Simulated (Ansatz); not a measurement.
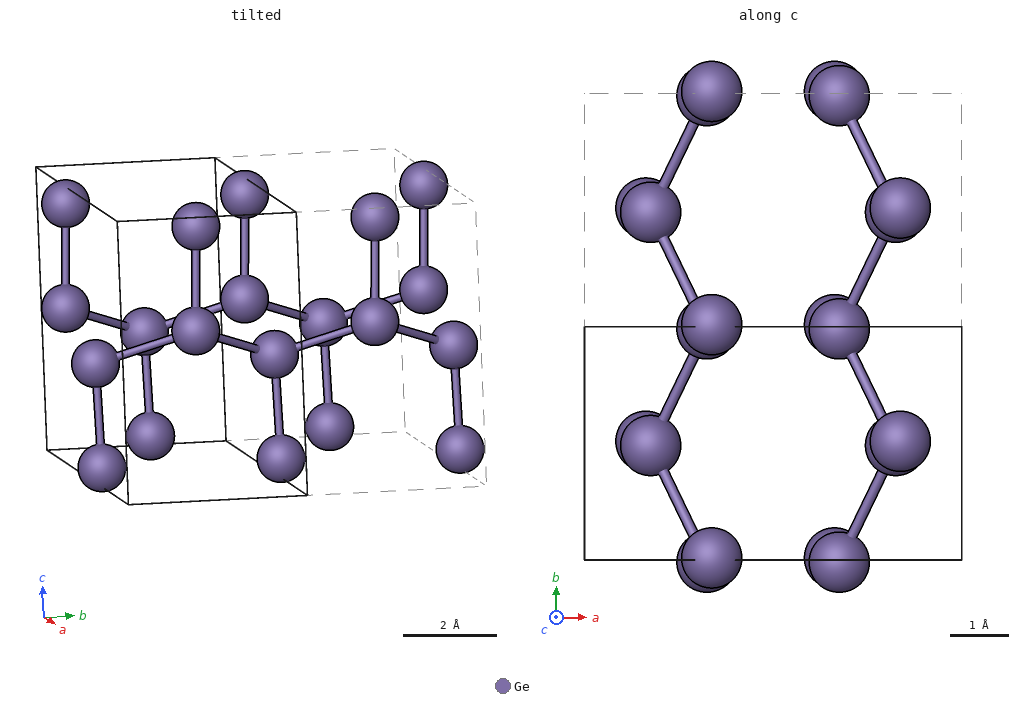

The image is a ball-and-stick drawing of a crystal, viewed slightly off an axis and along the c axis. The solid box is one conventional unit cell, and 1×2×1 cells are shown. Cell: a = 6.575 Å, b = 4.022 Å, c = 6.138 Å, α = 90.00°, β = 98.46°, γ = 90.00°.

The element is germanium. Its lattice is base-centred monoclinic, its space group C2 (No. 5). The cell holds eight atoms. With all contacts inside bonding distance counted, the coordination numbers are Ge 2 to 3 (mean 2.5). Not all metal-metal contacts are counted.

It goes back to a structure listed in the Materials Project. The cell was then strained or its atoms displaced on purpose. Ansatz was used for an electronic-structure calculation on it.

At this level of theory the cell isn't at rest (compressed, at 18 GPa and forces up to 3.0 eV/Å), so its distances can differ from those at equilibrium, the more so the softer the solid.
